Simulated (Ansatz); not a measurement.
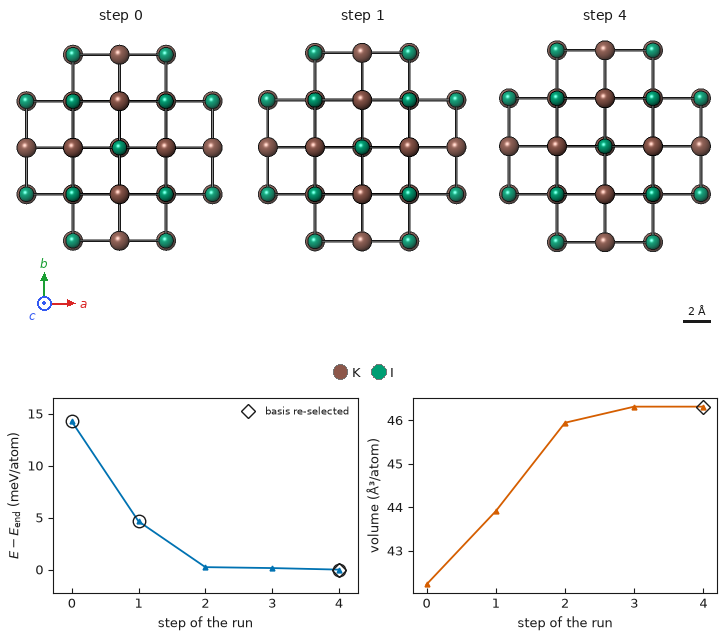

Frames of a relaxation of a crystal of KI (built on the rocksalt type), marked on the history of the run. A ball-and-stick model of the conventional cell (4 times the calculation's cell), seen along the c axis. Lengths and directions refer to the drawn axes.

All numbers below come from DFT, PBE, plane waves, PAW (Ansatz 0.2.0). Settings: plane-wave cutoff 420 eV; k-point mesh 6 × 6 × 6; occupations fermi dirac; smearing width 0.02 eV; no spin polarisation; cell and atoms relaxed; force threshold 0.005 eV/Å.

> Describe the path.

The atoms keep their places relative to the cell (all moves are under 0.005 Å). Cell: a = b = c 6.964 → 7.182 Å (+3.1 %). Volume +9.7 %. Some distances before and after: I–K 3.482 → 3.591 Å. The space group stays Fm-3m (No. 225). Over 3 accepted moves (4 points after the start) the energy falls by 14.3 meV per atom. All forces vanish by symmetry, so only the cell relaxes. The pressure goes from 1.22 to 0.00 GPa. The SCF was repeated once at an unchanged geometry on a basis and grid sized afresh for the cell, which shifted the energy by 0.1 meV per atom at most. The run took 4.5 s on 2 threads of Arm Neoverse V1 (shared host), peak memory 0.35 GiB. From step 0 to 1: volume +4.0 %, energy −9.6 meV per atom. From step 1 to 4: volume +5.5 %, energy −4.6 meV per atom.

| step | E − E(0), meV/atom | pressure, GPa | volume, Å³/atom | note |
| --- | --- | --- | --- | --- |
| 0 | 0.00 | 1.22 | 42.224 |  |
| 1 | -9.61 | 0.64 | 43.909 |  |
| 2 | -14.02 | 0.09 | 45.943 |  |
| 3 | -14.11 | 0.00 | 46.313 |  |
| 4 | -14.26 | 0.00 | 46.313 | same geometry, new basis |
